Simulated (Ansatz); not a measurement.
System: Mg8O9 (cell with a defect).

```cif
data_structure
_symmetry_space_group_name_H-M 'P 1'
_symmetry_Int_Tables_number 1
_cell_length_a 5.5140
_cell_length_b 5.5140
_cell_length_c 5.5140
_cell_angle_alpha 60.000
_cell_angle_beta 60.000
_cell_angle_gamma 60.000
_cell_volume 118.55
loop_
_atom_site_label
_atom_site_type_symbol
_atom_site_fract_x
_atom_site_fract_y
_atom_site_fract_z
_atom_site_occupancy
Mg1 Mg 0.99527 0.01963 0.99032 1
O1 O 0.25716 0.25778 0.22838 1
Mg2 Mg 0.03194 0.99013 0.49598 1
O2 O 0.25722 0.25770 0.72843 1
Mg3 Mg 0.03183 0.52534 0.96081 1
O3 O 0.25720 0.75765 0.22846 1
Mg4 Mg 0.00230 0.51256 0.48338 1
O4 O 0.25708 0.75778 0.72834 1
Mg5 Mg 0.51207 0.00286 0.97360 1
O5 O 0.75718 0.13654 0.34958 1
Mg6 Mg 0.48243 0.99004 0.49605 1
O6 O 0.75714 0.25780 0.72841 1
Mg7 Mg 0.48232 0.52548 0.96071 1
O7 O 0.75717 0.75763 0.22857 1
Mg8 Mg 0.51916 0.49569 0.46648 1
O8 O 0.75722 0.75767 0.72853 1
O9 O 0.75708 0.37885 0.10719 1
```

PAW files of the earlier set (soft_1); the program warned that a starting moment wasn't kept; spin-polarised, but the moments vanished.

Method: Ansatz 0.2.0, DFT LDA, scalar-relativistic, plane waves, PAW.

### What will maps of the valence pseudo-density and electron localisation function show?

Mg–O (1.95 Å): the density is about 0.48 e/Å³ at the midpoint; the ELF peaks at about 0.80 in the valence shell of O, 0.7 Å from its nucleus, and is about 0.35 at the midpoint; a largely ionic contact.

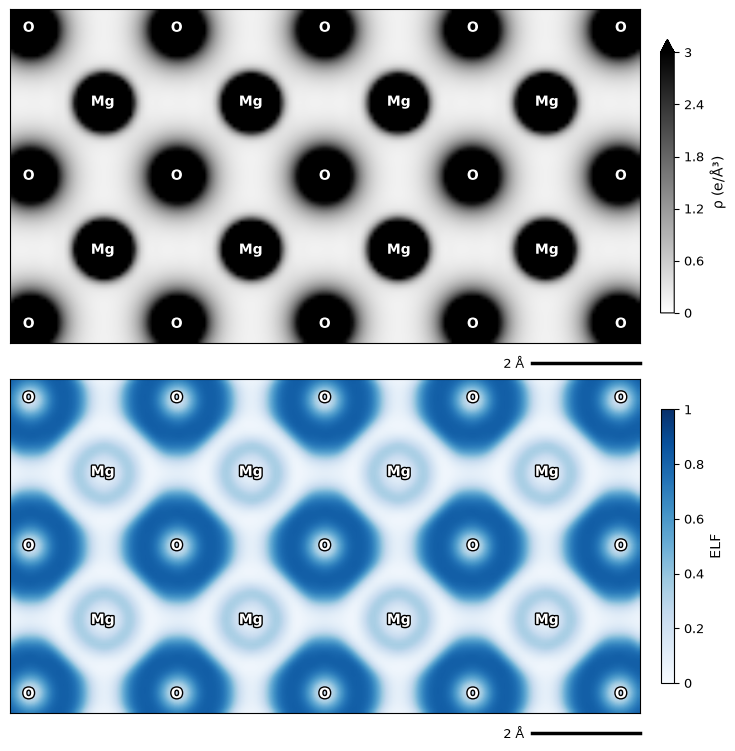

Computed valence pseudo-density and electron localisation function on the (011) plane of the calculation cell, in this order. 
